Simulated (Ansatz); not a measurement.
**Run report: W₁₃Se₂₉ (charge +1), geometry relaxation (part 5 of 5)**

The same run, continued: W₁₃Se₂₉ (defect cell, 42 atoms in the cell, total charge +1); DFT PBE, scalar-relativistic, plane waves, PAW, spin-polarised (Ansatz 0.2.0); cutoff 420 eV, 2×2×2 k-mesh, Gaussian smearing of 0.01 eV, collinear spins. The structure derives from a Materials Project entry. It belongs to a series of runs on one base structure; here: Se on a W site (c), charge +1, atoms relaxed at the host's cell.

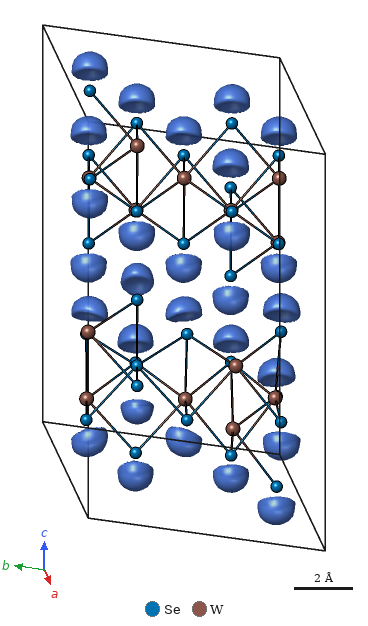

**Figure 1.** Isosurface of the electron localisation function at 0.85 (blue), seen at an oblique angle. Only the valence region is drawn (cores and ρ < 0.01 e/Å³ removed). Sticks mark near contacts. The outline is the calculation cell. Along the contacts the grid gives the following. W–Se (2.53 Å): the ELF is about 0.50 at the midpoint. Se–Se (2.61 Å): the ELF peaks at about 0.75 between the atoms, which marks a shared electron pair. The fields are those of the smooth PAW valence density.

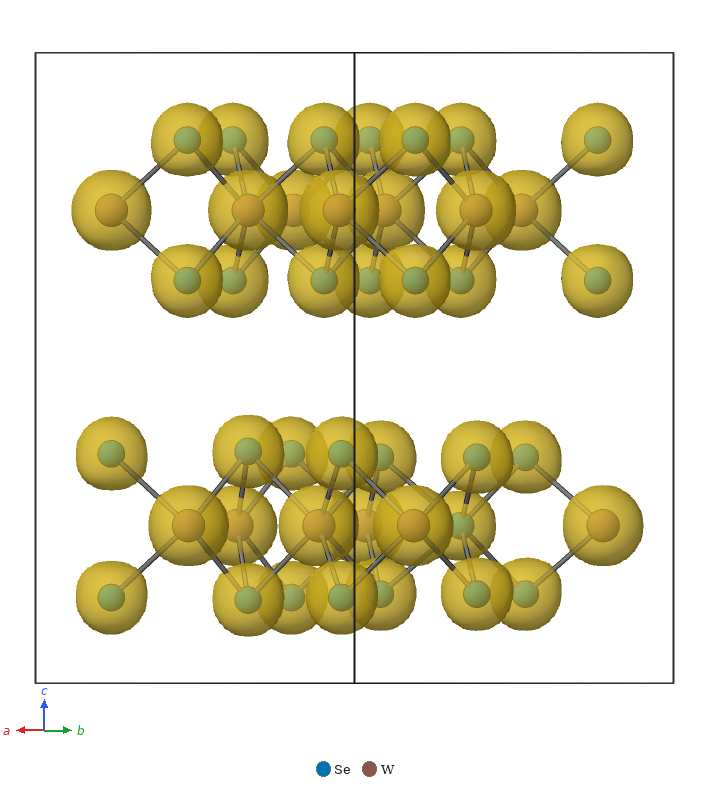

**Figure 2.** Isosurface of the valence electron density at 0.8 e/Å³ (yellow), seen along [110]. Sticks mark near contacts. The outline is the calculation cell. At this value the density breaks into separate islands; it holds about 70 % of the electrons treated as valence (semicore included). It is pinched off along the W–Se (2.53 Å) and Se–Se (2.61 Å) contacts. On the grid the lowest density along these lines, outside the cores, is 0.55 e/Å³ (W–Se, 2.53 Å) and 0.44 e/Å³ (Se–Se, 2.61 Å).

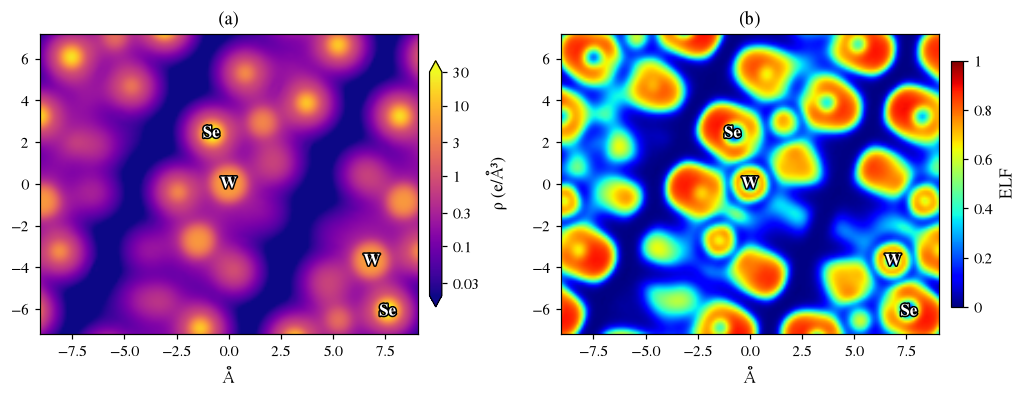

**Figure 3.** (a) valence charge density (pseudo); (b) electron localisation function on the (111) plane of the calculation cell. W–Se (2.55 Å): the density is about 0.53 e/Å³ at the midpoint; the ELF is about 0.50 at the midpoint. Away from the nuclei the density in this plane falls to 0.004 e/Å³ at its lowest. The strong features right at W lie inside the PAW spheres (semicore, d or f shells) and say nothing about bonding.
